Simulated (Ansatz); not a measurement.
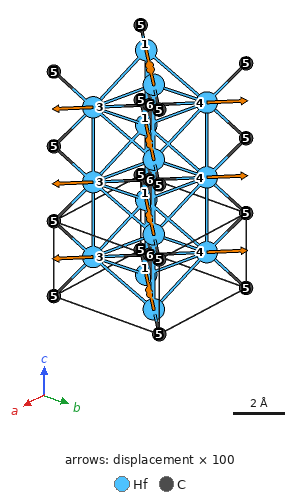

A relaxation of a crystal of Hf$_{2}$C (a generated structure, set up in P4_2/mnm). The starting structure is drawn; orange arrows show the displacements (the part carried along by the change of the cell is left out), 100 times their true length.

Style: ball-and-stick. Shown: the cell of the calculation, repeated 1 × 1 × 3 with one cell outlined, from a free direction.

Case: N → C on all its sites, cell and atoms relaxed.

Theory: Ansatz, DFT r2SCAN, scalar-relativistic, plane waves, PAW. Set-up: plane-wave cutoff 500 eV; k-point mesh 8 × 8 × 12; occupations gaussian; smearing width 0.1 eV; no spin polarisation; cell and atoms relaxed; force threshold 0.01 eV/Å; at most 60 steps.

> Atoms of which element are displaced furthest, and by how much?

Hafnium: up to 0.016 Å, against 0.000 Å for carbon.

> Describe the change and its energy.

The energy falls by 17.2 meV per atom in 3 accepted moves (4 points after the start). Largest force component: 0.18 eV/Å at the start, 0.0059 eV/Å at the end. The pressure goes from 7.34 to 0.02 GPa. At 1 point the geometry stayed and the basis and grid were re-selected for the new cell (energy shift of 0.1 meV per atom at most each time). The largest moves relative to the cell, 0.016 Å, are those of Hf atoms. C stays in place. The volume changes by +3.8 %, with a = b 5.368 → 5.406 Å (+0.7 %), c 3.276 → 3.353 Å (+2.3 %). Some distances before and after: Hf–Hf 3.276 → 3.353 Å, Hf–Hf 3.182 → 3.222 Å, C–Hf 2.243 → 2.276 Å, Hf–Hf 3.105 → 3.094 Å. The space group stays P4_2/mnm (No. 136).
